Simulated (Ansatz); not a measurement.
Ge₄H (slab)

Input file:

```
crystal:
  lattice:
    - [8.045379068, 0.0, 0.0]
    - [-4.022689534, 6.967502656, 0.0]
    - [0.0, 0.0, 18.6842610241]
  atoms:
    - { symbol: Ge, position: [0.1666666667, 0.3333333333, 0.2507062505] }
    - { symbol: Ge, position: [0.1666666667, 0.8333333333, 0.2507062505] }
    - { symbol: Ge, position: [0.6666666667, 0.3333333333, 0.2507062505] }
    - { symbol: Ge, position: [0.6666666667, 0.8333333333, 0.2507062505] }
    - { symbol: Ge, position: [0.3333333333, 0.1666666667, 0.2140839284] }
    - { symbol: Ge, position: [0.3333333333, 0.6666666667, 0.2140839284] }
    - { symbol: Ge, position: [0.8333333333, 0.1666666667, 0.2140839284] }
    - { symbol: Ge, position: [0.8333333333, 0.6666666667, 0.2140839284] }
    - { symbol: H, position: [0.6963581116, 0.8036418884, 0.3261708352] }
    - { symbol: H, position: [0.8036418884, 0.6963581116, 0.3261708352] }
basis:
  ecutwfc: 420
kpoints:
  mp_grid: { grid: [6, 6, 1] }
hamiltonian:
  xc: pbe
  pseudopotentials: { kind: paw, azcp: { folder: soft_1 } }
  dispersion: d3bj
scf:
  occupations: { method: gaussian, width: 0.1 }
output:
  forces: true
  eigenvalues: true
  write_density: true
  write_potential: true
  elf: true
  volumetric_format: npy
efield:
  axis: 3
  dipole_correction: true
  ramp_width: 0.04
```

Launched as:

```sh
ansatz run input.yaml --threads 2 --pin off --max-ram 6144MiB --backend cpu --events-out ev --progress --plain --runs-dir out
```

A point of a scan over the structure, not its minimum; not relaxed (largest force 2.0 eV/Å); PAW files of the earlier set (soft_1).

Computed with Ansatz, DFT PBE+D3(BJ), scalar-relativistic, plane waves, PAW.

> What will maps of the valence pseudo-density and electron localisation function show?

Ge–H (1.47 Å): ρ at the midpoint is about 1.1 e/Å³; the ELF climbs to about 1 towards the hydrogen.
Ge–Ge (2.42 Å): ρ at the midpoint is about 0.52 e/Å³; the ELF peaks at about 0.75 between the atoms.

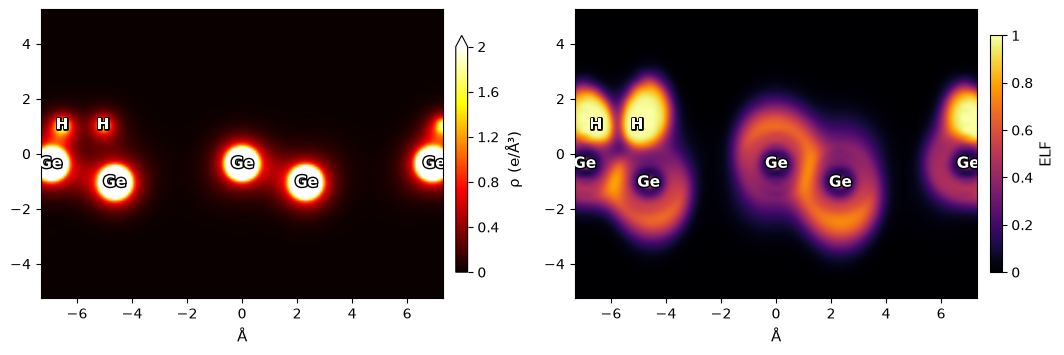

Computed valence pseudo-density and electron localisation function on the (110) plane of the calculation cell, a cut from vacuum to vacuum, in this order. 

Core electrons are frozen (PAW), and the valence fields are smoothed inside the atomic spheres.
